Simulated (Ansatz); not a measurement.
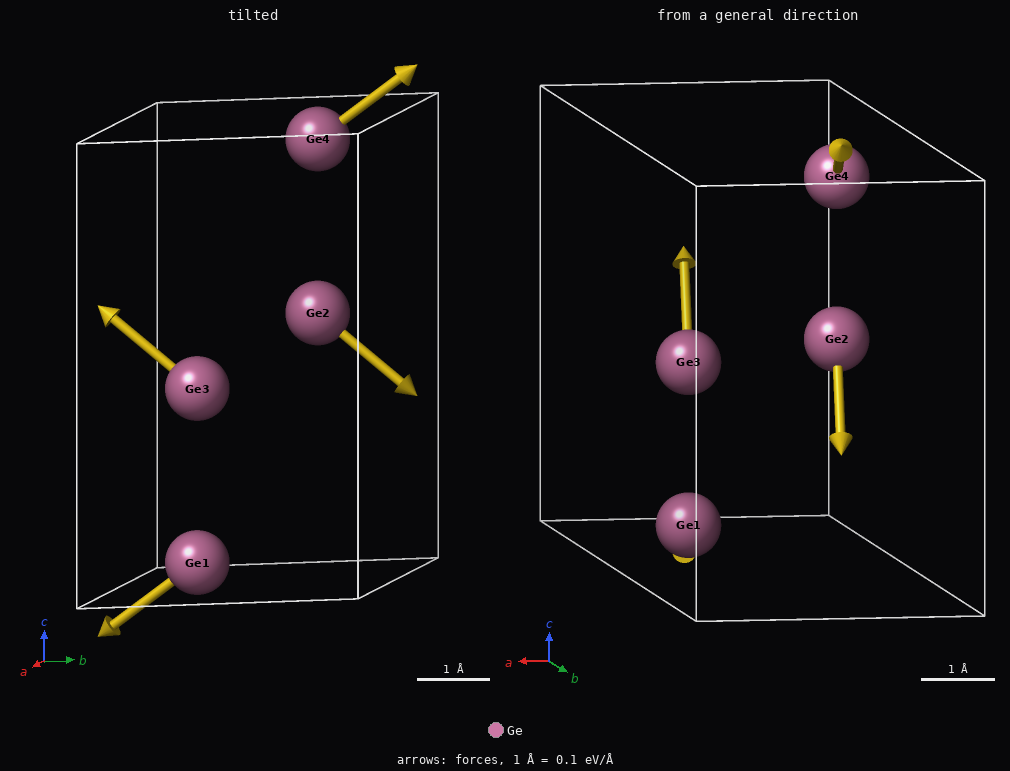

The image is a spheres-only drawing of a crystal, viewed slightly off an axis and from a general direction. The wireframe shows the simulation cell. The arrows are the computed forces on the atoms.

System: Ge. Theory: DFT PBEsol, scalar-relativistic, plane waves, PAW (Ansatz 0.2.0). Numerical settings: wavefunction cutoff 420 eV, k-point mesh 12×12×8, Gaussian smearing of 0.15 eV, no spin polarisation.

Q: Could this be the end point of a relaxation?

A: No. The atoms still feel forces of up to about 0.14 eV/Å, above a usual threshold of 0.01 to 0.03 eV/Å.

Q: Which atom feels the largest force?

A: All Ge atoms, about 0.14 eV/Å.

Its origin is a structure listed in the Materials Project. The cell was then strained or its atoms displaced on purpose. It went into a calculation with Ansatz.
